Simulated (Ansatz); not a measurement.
Zn₃Se

The calculation's input:

```
crystal:
  lattice:
    - [6.9445378393, 0.0, 0.0]
    - [-3.4722689196, 6.0141461863, 0.0]
    - [0.0, 0.0, 3.6678490334]
  atoms:
    - { symbol: Zn, position: [0.838724622, 0.6774492441, 0.25] }
    - { symbol: Zn, position: [0.161275378, 0.838724622, 0.75] }
    - { symbol: Zn, position: [0.3225507559, 0.161275378, 0.25] }
    - { symbol: Zn, position: [0.161275378, 0.3225507559, 0.75] }
    - { symbol: Zn, position: [0.838724622, 0.161275378, 0.25] }
    - { symbol: Zn, position: [0.6774492441, 0.838724622, 0.75] }
    - { symbol: Se, position: [0.3333333333, 0.6666666667, 0.25] }
    - { symbol: Se, position: [0.6666666667, 0.3333333333, 0.75] }
basis:
  ecutwfc: 420
kpoints:
  mp_grid: { grid: [6, 6, 10] }
hamiltonian:
  xc: pbe
scf:
  occupations: { method: gaussian, width: 0.1 }
output:
  forces: true
  stress: true
  eigenvalues: true
  write_density: true
  write_potential: true
  elf: true
  volumetric_format: npy
relax:
  adjacent_minimum: "off"
  f_tol: 0.01
  max_steps: 80
  cell: { stress_tol: 0.05 }
```

Run with:

```sh
ansatz run input.yaml --threads 1 --pin off --max-ram 2560MiB --backend cpu --events-out ev --progress --plain --runs-dir out
```

Below, planes, directions and counts refer to the conventional cell (a = 7.04 Å, b = 7.04 Å, c = 3.60 Å, α = 90.00°, β = 90.00°, γ = 120.00°).

The fields are those of the run's last geometry, not of the input's.

Space group P6₃/mmc; a structure generated by program, which may or may not match a known phase.

Method: Ansatz 0.2.0, DFT PBE, scalar-relativistic, plane waves, PAW.

### Predict the valence pseudo-density and electron localisation function between the atoms.

Zn–Se (2.75 Å): the density is about 0.27 e/Å³ at the midpoint; the ELF is about 0.45 at the midpoint and 0.15 at its lowest between the atoms.

### Does the calculation give a band gap?

It is gapless in this calculation (a metal or semimetal).

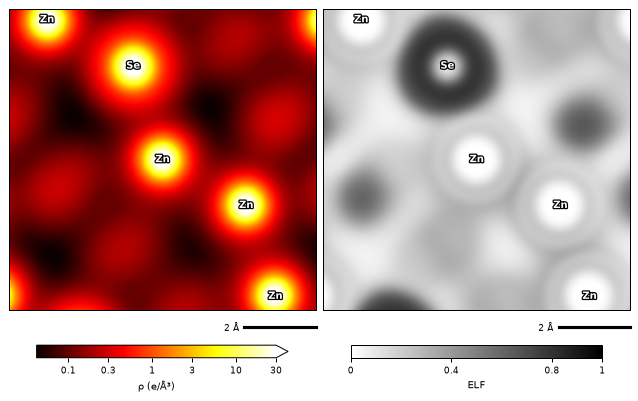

Computed valence pseudo-density and electron localisation function on the (111) plane of the conventional cell, in this order. 

Core electrons are frozen (PAW), and the valence fields are smoothed inside the atomic spheres.
